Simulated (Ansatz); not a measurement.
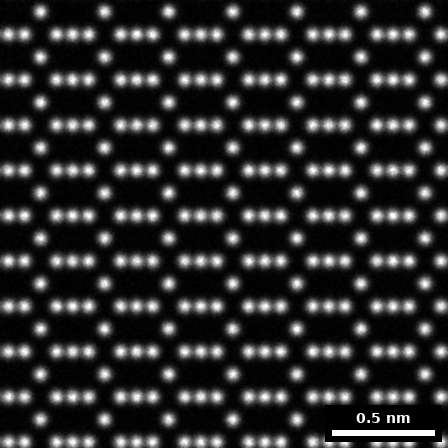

HAADF-like image of Cu (Pm-3n, No. 223). Simulated incoherent Z contrast: every atom adds Z^1.6 spread by a probe of 0.50 Å full width; channelling and multiple scattering are left out. Shot noise was added. Structure used: coordinates from a relaxation with DFT, LDA (PW92), plane waves (420 eV) with PAW, scalar-relativistic (Ansatz); the starting structure was generated, so it need not be a known form of this composition.

```cif
data_structure
_symmetry_space_group_name_H-M 'Pm-3n'
_symmetry_Int_Tables_number 223
_cell_length_a 4.4706
_cell_length_b 4.4706
_cell_length_c 4.4706
_cell_angle_alpha 90.000
_cell_angle_beta 90.000
_cell_angle_gamma 90.000
_cell_volume 89.35
loop_
_atom_site_label
_atom_site_type_symbol
_atom_site_symmetry_multiplicity
_atom_site_Wyckoff_symbol
_atom_site_fract_x
_atom_site_fract_y
_atom_site_fract_z
_atom_site_occupancy
Cu1 Cu 2 a 0.00000 0.00000 0.00000 1
Cu2 Cu 6 c 0.25000 0.00000 0.50000 1
```

### Along which zone axis is the crystal seen: [210], [110], [111] or [211]? (Directions equivalent by symmetry count as one.)

[110]. The projected cells are 2.00 × 4.47 Å, 90° for [210]; 2.24 × 3.16 Å, 90° for [110]; 3.65 × 3.65 Å, 120° for [111]; 2.58 × 3.16 Å, 90° for [211], and the image repeats as the [110] one does.
